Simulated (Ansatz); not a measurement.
Crystal: B, coordinates from a relaxation with DFT PBE, scalar-relativistic, plane waves, PAW (Ansatz 0.2.0); the starting structure was generated, so it need not be a known form of this composition.

```
B
1.0
     2.85184    0.00000    0.00000
    -1.42592    2.46977    0.00000
     0.00000    0.00000   12.47439
B
12
Cartesian
  0.0000 1.6465 9.1438
  0.0000 0.0000 11.6469
  0.0000 1.6465 10.7883
  0.0000 0.0000 10.0023
  0.0000 0.0000 0.8275
  1.4259 0.8233 3.3306
  0.0000 0.0000 2.4721
  1.4259 0.8233 1.6861
  1.4259 0.8233 4.9857
  0.0000 1.6465 7.4887
  1.4259 0.8233 6.6302
  0.0000 1.6465 5.8442
```

**What does its first Brillouin zone look like, and which path through it is standard?**

It has a rhombohedral lattice (hR; extended symbol hR1). The zone is a truncated octahedron in its combinatorial type: 14 faces (6 with 4 edges, 8 with 6 edges), 36 edges, 24 vertices. Path: Γ–T–H₂ | H₀–L–Γ–S₀ | S₂–F–Γ.

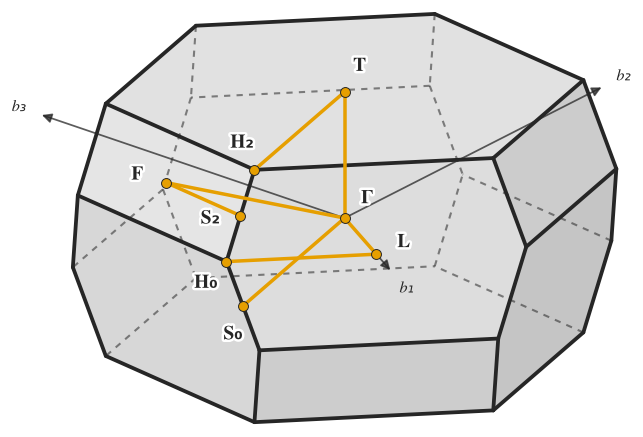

Labels and path follow the convention of Hinuma et al. (2017), as computed by seekpath; the arrows show the directions of the reciprocal primitive vectors b₁, b₂, b₃, in which coordinates are given; lengths include the factor 2π.

```
point     k₁      k₂     k₃  length of k (1/Å)
    Γ      0       0      0              0.000
    T    1/2     1/2    1/2              0.756
    L    1/2       0      0              1.297
    F    1/2       0    1/2              1.368
   S₀  0.346  −0.346      0              1.526
   S₂  0.654       0  0.346              1.526
   H₀    1/2  −0.193  0.193              1.550
   H₂  0.807   0.193    1/2              1.550
```
